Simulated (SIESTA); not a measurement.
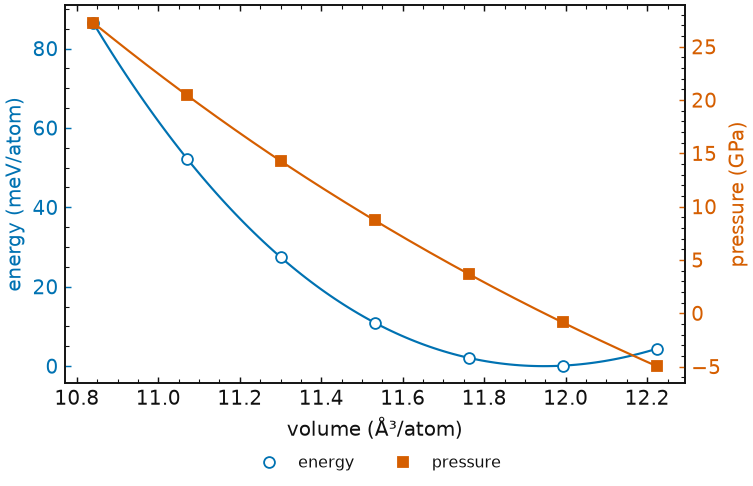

The plot gives the computed energy and pressure against volume for HfO₂, space group P2_1/c (No. 14).

Cell as given: a = 5.118 Å, b = 5.186 Å, c = 5.284 Å, α = 90.00°, β = 99.35°, γ = 90.00°; 12 atoms.

How it was computed, with SIESTA 5.4.2: DFT in numerical atomic orbitals with pseudopotentials, no spin polarisation; energies at scaled volumes of the given cell, shape and fractions fixed, counted from the fit's minimum, third-order Birch-Murnaghan fit. Level: PBE.

```json
{"setting": "k mesh", "value": "5×5×5"}
{"setting": "occupations", "value": "Fermi–Dirac"}
{"setting": "smearing width", "value": "0.05 eV"}
{"setting": "potentials", "value": "PseudoDojo 0.4 standard, converted to PSML, two zetas on semicore shells"}
{"setting": "program settings", "value": "basis DZP, mesh cutoff 800 Ry"}
```

Question: Give the fitted equation-of-state parameters.

Answer: A third-order Birch–Murnaghan fit gives V0 = 11.95 Å³/atom, B0 = 228 GPa and B′ = 4.3.

Question: What does the pressure do across the range?

Answer: It falls from 27.27 GPa at volume 10.84 Å³/atom to −4.96 GPa at 12.22 Å³/atom, and changes sign near 11.95 Å³/atom.

Keep in mind: mulliken charges of long orbitals; short basis over semicore shells; shape and atomic fractions are frozen while scaling, which makes layered, chain and framework solids too stiff.
